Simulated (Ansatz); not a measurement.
# Formation energy and levels of the vacancy V_Cd in CdSe (P6_3mc), part 2 of 2

Aim: at which Fermi levels does V_Cd in CdSe (P6_3mc) change its charge? The model is a cell of 72 host atoms with 1 Cd taken out.

Ansatz; place-levels on r2SCAN runs: charge-transition levels and formation energies with image-charge correction and potential alignment at the atomic sites; PAW set soft_1.

So far: Set-up; Charge states.

**3. place-levels, r2SCAN**

A charged cell interacts with its images and the background, and its potential has another zero than the host's. place-levels removes the first by a point-charge model, screened by the static dielectric constant since the ions have relaxed around the charge, and the second by comparing potentials at atoms far from the defect.

The host is a run of the defect-free crystal in the same cutoffs, grids and k-points, so that basis and sampling errors cancel in part in the differences. The host is run in a cell of 4 atoms on a matching mesh. Its band edges are searched through the zone by a band path, so the gap is smaller than, or equal to, that on the mesh. Chemical potentials are energies per atom of Cd (hcp), run with the same functional and cutoff.

Input file levels.point.yaml:

```yaml
host:
  run: host.point.run
states: [qm2.point.run, qm1_M1.point.run, q0.point.run, q0_M2.point.run, qp1_M1.point.run, qp1_M3.point.run]
geometry_from:
  qm2.point.run: qm2.relax.run
  qm1_M1.point.run: qm1_M1.relax.run
  q0.point.run: q0.relax_smeared.run
  q0_M2.point.run: q0_M2.relax.run
  qp1_M1.point.run: qp1_M1.relax.run
  qp1_M3.point.run: qp1_M3.relax.run
  host.point.run: host.relax.run
chemical_potentials:
  Cd:
    energy: -8268.253598
    dataset: "<sha256 of the dataset>"
epsilon: [8.02, 8.02, 8.09]
static_epsilon: [11.43, 11.43, 12.09]
vertical:
  - { from: qm2.point.run, to: qm2.point_neutral.run }
  - { from: qm1_M1.point.run, to: qm1_M1.point_neutral.run }
  - { from: qp1_M1.point.run, to: qp1_M1.point_neutral.run }
  - { from: qp1_M3.point.run, to: qp1_M3.point_neutral.run }
```

Run with:

```
$ ansatz place-levels levels.point.yaml -- --threads 6 --pin off --max-ram 37683MiB
```

What it wrote:

```text
[... repeated set-up lines and file paths are left out, and long positions are rounded to six places ...]
(+1/0) 0.000 eV above the valence edge (-0.149 eV without the band-filling correction), 1.097 eV under the conduction edge
(0/-1) 0.112 eV above the valence edge, 0.986 eV under the conduction edge
(-1/-2) 0.418 eV above the valence edge, 0.679 eV under the conduction edge
formation energy of charge +1: +3.953 eV with the Fermi level at the valence edge
formation energy of charge 0: +3.953 eV with the Fermi level at the valence edge
formation energy of charge -1: +4.065 eV with the Fermi level at the valence edge
formation energy of charge -2: +4.483 eV with the Fermi level at the valence edge
vertical -2 to 0: no energy, since no alignment is typed
  the change from vertical[0].from (qm2.point.run) to vertical[0].to (qm2.point_neutral.run): by its potential at epsilon [8.02, 8.02, 8.09] it stands at 0.472 0.529 0.468, with an rms radius of about 5.5 Å (3.1 3.1 3.2 Å across the planes of the cell's [...]
vertical -1 to 0: no energy, since no alignment is typed
  the change from vertical[1].from (qm1_M1.point.run) to vertical[1].to (qm1_M1.point_neutral.run): by its potential at epsilon [8.02, 8.02, 8.09] it stands at 0.434 0.559 0.518, with an rms radius of about 6.6 Å (3.6 3.6 4.2 Å across the planes of the cell's [...]
vertical +1 to 0: no energy, since no alignment is typed
  the change from vertical[2].from (qp1_M1.point.run) to vertical[2].to (qp1_M1.point_neutral.run): by its spins about the atoms it stands at 0.489 0.523 0.484, with an rms radius of about 3.3 Å (1.6 1.7 2.2 Å across the planes of the cell's vectors); [...]
vertical +1 to 0: no energy, since no alignment is typed
  the change from vertical[3].from (qp1_M3.point.run) to vertical[3].to (qp1_M3.point_neutral.run): by its potential at epsilon [8.02, 8.02, 8.09] it stands at 0.472 0.516 0.526, with an rms radius of about 4.3 Å (1.8 1.8 3.5 Å across the planes of the cell's [...]
  edges by r2scan, gap 1.097 eV; the host is sampled to repeats of 26.05 Å
  the defect's cells are sampled to repeats of 26.05 Å, like sampling
  charge +1: -486659.1211 eV with its correction of -0.187 eV, at epsilon [11.43, 11.43, 12.09], aligned at sites: -0.3247 eV, mean over 33 atomic sites at or beyond 6.51 Å from the defect at [0.4444, 0.5556, 0.5000], with +0.000000 for the charge's moments [...]
  states[4] (qp1_M1.point.run): levels filled in part (TS 0.004 eV): its energy is of no whole electron's
  charge 0: +0.000 eV for its dipole among its images, +0.003 omitted
  charge -1: -486645.9000 eV with its correction of +0.363 eV, at epsilon [11.43, 11.43, 12.09], aligned at sites: -0.2250 eV, mean over 33 atomic sites at or beyond 6.51 Å from the defect at [0.4444, 0.5556, 0.5000], with -0.005586 for the charge's moments [...]
  states[1] (qm1_M1.point.run): levels filled in part (TS 0.005 eV): its energy is of no whole electron's
  charge -2: -486638.8527 eV with its correction of +0.937 eV, at epsilon [11.43, 11.43, 12.09], aligned at sites: -0.1932 eV, mean over 33 atomic sites at or beyond 6.51 Å from the defect at [0.4444, 0.5556, 0.5000], with -0.000865 for the charge's moments [...]
  charge +1: states[5] (qp1_M3.point.run) stands 0.075 eV higher, with a moment of 3.00 μB against 1.00
  states[5] (qp1_M3.point.run): levels filled in part (TS 0.008 eV): its energy is of no whole electron's
  charge 0: states[2] (q0.point.run) stands 0.014 eV higher, with a moment of 0.00 μB against 2.00
  states[2] (q0.point.run): levels filled in part (TS 0.013 eV): its energy is of no whole electron's
  of states[4] (qp1_M1.point.run): a band-filling correction moves a carrier to the host's band edge, which changes its energy by -0.149 eV; stability_check_not_made
  of states[3] (q0_M2.point.run): its displacements don't fall off away from the defect: farther atoms stand 0.018 Å off the host's places. [...]
  of states[1] (qm1_M1.point.run): it parts from the run at its places by a charge that spreads by about 3.6 Å along one vector (2 Å or more is wide), by its potential at epsilon [8.02, 8.02, 8.09], taken for that of held ions (one typed too small widens it), [...]
  of states[0] (qm2.point.run): it parts from the run at its places by a charge that spreads by about 3.1 Å along one vector (2 Å or more is wide), by its potential at epsilon [8.02, 8.02, 8.09], taken for that of held ions (one typed too small widens it), [...]
  of states[5] (qp1_M3.point.run): it parts from the run at its places by a charge that spreads by about 3.5 Å along one vector (2.5 Å or more is wide), by its potential at epsilon [8.02, 8.02, 8.09], taken for that of held ions (one typed too small widens [...]
  of vertical[0].from (qm2.point.run): it parts from the run at its places by a charge that spreads by about 3.1 Å along one vector (2 Å or more is wide), by its potential at epsilon [8.02, 8.02, 8.09], taken for that of held ions (one typed too small widens [...]
  vertical[0].to (qm2.point_neutral.run): levels filled in part (TS 0.009 eV): its energy is of no whole electron's
  vertical[1].from (qm1_M1.point.run): levels filled in part (TS 0.005 eV): its energy is of no whole electron's
  of vertical[1].from (qm1_M1.point.run): stability_check_not_made; [...]
  vertical[1].to (qm1_M1.point_neutral.run): levels filled in part (TS 0.013 eV): its energy is of no whole electron's
  vertical[2].from (qp1_M1.point.run): levels filled in part (TS 0.004 eV): its energy is of no whole electron's
  of vertical[2].from (qp1_M1.point.run): stability_check_not_made
  vertical[2].to (qp1_M1.point_neutral.run): levels filled in part (TS 0.014 eV): its energy is of no whole electron's
  vertical[3].from (qp1_M3.point.run): levels filled in part (TS 0.008 eV): its energy is of no whole electron's
  of vertical[3].from (qp1_M3.point.run): its moments are held at its close (magnetization.spin_locking), by a field of 0.038 eV a Bohr magneton, and its energy and levels are of the state that this holds: a run that lets them go can end lower; [...]
  vertical[3].to (qp1_M3.point_neutral.run): levels filled in part (TS 0.014 eV): its energy is of no whole electron's
```

Run time: 0.71 s. Hardware: 6 threads of AMD EPYC 7R13 (Zen 3), shared host.

Levels between the charges placed, in eV above the valence top:

```
        gap (eV)  (+1/0)  (0/−1)  (−1/−2)
r2SCAN      1.10    0.00    0.11     0.42
```

Corrections by state:

```
charge  moment (μB)  image terms and alignment (eV)  band filling (eV)                                  ε used  over the lowest of its charge, as the program ranks them, band filling apart (eV)
    +1          1.0                          -0.187             -0.149  principal values (11.43, 11.43, 12.09)                                                                              0.000
     0          2.0                           0.000                  -                                       -                                                                              0.000
    −1          1.0                           0.363                  -  principal values (11.43, 11.43, 12.09)                                                                              0.000
    −2          0.0                           0.937                  -  principal values (11.43, 11.43, 12.09)                                                                              0.000
    +1          3.0                          -0.175                  -  principal values (11.43, 11.43, 12.09)                                                                              0.075
     0          0.0                           0.000                  -                                       -                                                                              0.014
```

The charged structures listed were also run neutral, and place-levels reads from each pair, by the potential or the spins, how wide the charge is by which they differ; that can be the carrier of either run.

```
charge  rms radius (Å)  spread where it is widest against the cell (Å)  wide from (Å)  reading
    +1             3.3                                            2.25           2.45   narrow
    −1             6.6                                            3.61           1.95     wide
    −2             5.5                                            3.14           1.95     wide
```

The neutral runs of these pairs need not share the spin of the lowest neutral state, and very wide values only mean spread over the cell.

From the program's caveats on the states, each cut to its opening words:

- charge +1 (1 μB): a band-filling correction moves a carrier to the host's band edge, which changes its energy by -0.149 eV
- charge +1 (1 μB), 0 (2 μB), −1 (1 μB), +1 (3 μB): flagged: stability check not made
- charge 0 (2 μB): its displacements don't fall off away from the defect: farther atoms stand 0.018 Å off the host's places
- charge −1 (1 μB): it parts from the run at its places by a charge that spreads by about 3.6 Å along one vector (2 Å or more is wide), by its potential at epsilon [8.02, 8.02, [...]
- charge −1 (1 μB): the host's ions (past the first shell or, of a walk that freed a part, those that it held) aren't shown at rest: they stand up to 0.169 Å off their sites, 3.85 [...]
- charge −2: it parts from the run at its places by a charge that spreads by about 3.1 Å along one vector (2 Å or more is wide), by its potential at epsilon [8.02, 8.02, [...]
- charge +1 (3 μB): it parts from the run at its places by a charge that spreads by about 3.5 Å along one vector (2.5 Å or more is wide), by its potential at epsilon [8.02, 8.02, [...]
- charge +1 (3 μB): its moments are held at its close (magnetization.spin_locking), by a field of 0.038 eV a Bohr magneton, and its energy and levels are of the state that this [...]

The host's formation energy from the elements is -0.759 eV per atom; it sets how far the chemical potentials can move.

Limit set by the element alone; other compounds of these elements are not counted. Chemical potentials from the elements' reference states: Cd 0.00 eV, Se -1.52 eV. Formation energies (Cd-rich), with the Fermi level at the valence top and at the conduction bottom (gap 1.10 eV):

```
charge  at valence top (eV)  at conduction bottom (eV)  correction included (eV)
    +1                 3.95                       5.05                     -0.34
     0                 3.95                       3.95                      0.00
    −1                 4.06                       2.97                      0.36
    −2                 4.48                       2.29                      0.94
```

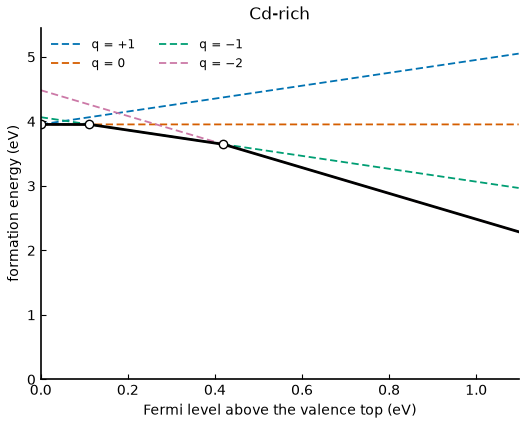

Formation energy against Fermi level; the thick line follows the lowest charge state and circles mark the transition levels.

Limit set by the element alone; other compounds of these elements are not counted. Chemical potentials from the elements' reference states: Se 0.00 eV, Cd -1.52 eV. Formation energies (Se-rich), with the Fermi level at the valence top and at the conduction bottom (gap 1.10 eV):

```
charge  at valence top (eV)  at conduction bottom (eV)  correction included (eV)
    +1                 2.43                       3.53                     -0.34
     0                 2.43                       2.43                      0.00
    −1                 2.55                       1.45                      0.36
    −2                 2.96                       0.77                      0.94
```

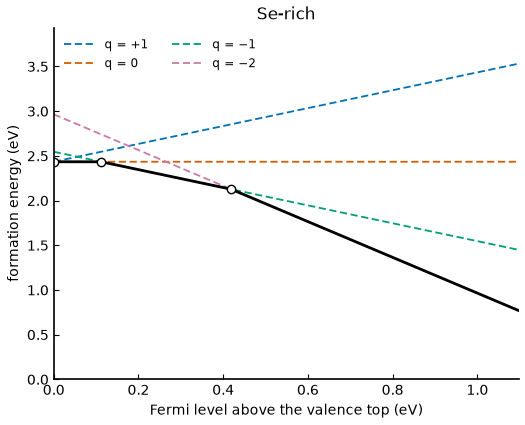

Formation energy against Fermi level; the thick line follows the lowest charge state and circles mark the transition levels.

The charge transition levels (eV, zero at the valence-band top of the host):

```
      conduction bottom  valence top
V_Cd               1.10         0.00
```

```
        level  energy (eV)
V_Cd   (+1/0)         0.00
V_Cd   (0/−1)         0.11
V_Cd  (−1/−2)         0.42
```

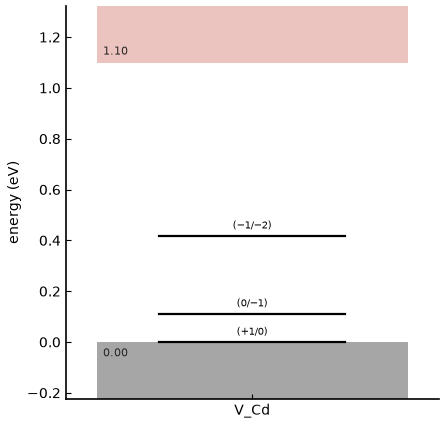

Charge transition levels. Shaded: valence and conduction bands.

**4. Outcome**

```
gap of the host                                                          : 1.10 eV (r2SCAN)
level (plus 1/0)                                                         : 0.00 eV above the valence top (-0.15 eV above the valence top without the band-filling term)
level (0/minus 1)                                                        : 0.11 eV above the valence top
level (minus 1/minus 2)                                                  : 0.42 eV above the valence top
lowest of the charges placed, just above the valence top (0.02 eV)       : 0
lowest of the charges placed, just below the conduction bottom (0.02 eV) : −2
lowest formation energy at mid-gap of the charges run, Cd-rich           : 3.39 eV
lowest formation energy at mid-gap of the charges run, Se-rich           : 1.87 eV
```

What this shows: Of the charges placed (−2, −1, 0 and +1), the lowest changes at 0.11 eV (0/−1) and 0.42 eV (−1/−2) above the valence top, in a gap of 1.10 eV. (0/−1) and (−1/−2) lie nearer to a band edge than the share of the finite-size correction in them (0.36 and 0.57 eV), and that correction holds for a localised charge alone. (0/−1) lies 0.11 eV from a band edge, less than the doubt on such levels. Charges below −2 were not placed, so these runs say nothing of levels that involve them. States placed: +1 at 1 μB and 3 μB; 0 at 2 μB and 0 μB; −1 at 1 μB; −2 at 0 μB. Other spin states or structures, where not listed, weren't placed. The program finds carriers beyond a band edge of the host and adds a band-filling term at charge +1 (-0.15 eV); steps to such a charge show no bound level, and a defect level inside a band would be read the same way. Limits: r2SCAN makes the gap too small and tends to spread out bound carriers; spin–orbit coupling, which can matter with heavy atoms, is left out; force components of up to 0.12 eV/Å remain in a run at the final settings.

[Logs are printed without paths, hosts, clocks, repeated set-up lines and the standing remarks that a program may print on its own settings, such as how far it seeks lower states.]

[Hosts, paths, dates, database ids (printed as entryN), source tags and the programs' standing remarks are cut or masked in the printed files.]

[Where a table of states has a column of steps, it counts the stored structures, which are thinned; the runs took as many ionic steps or more.]

[A defect's name tells the site on which it was built; relaxed atoms can leave that site.]

[For some hosts the program warned that the k-mesh of the response run may be too coarse for force constants and the static dielectric constant; such warnings are not shown here.]
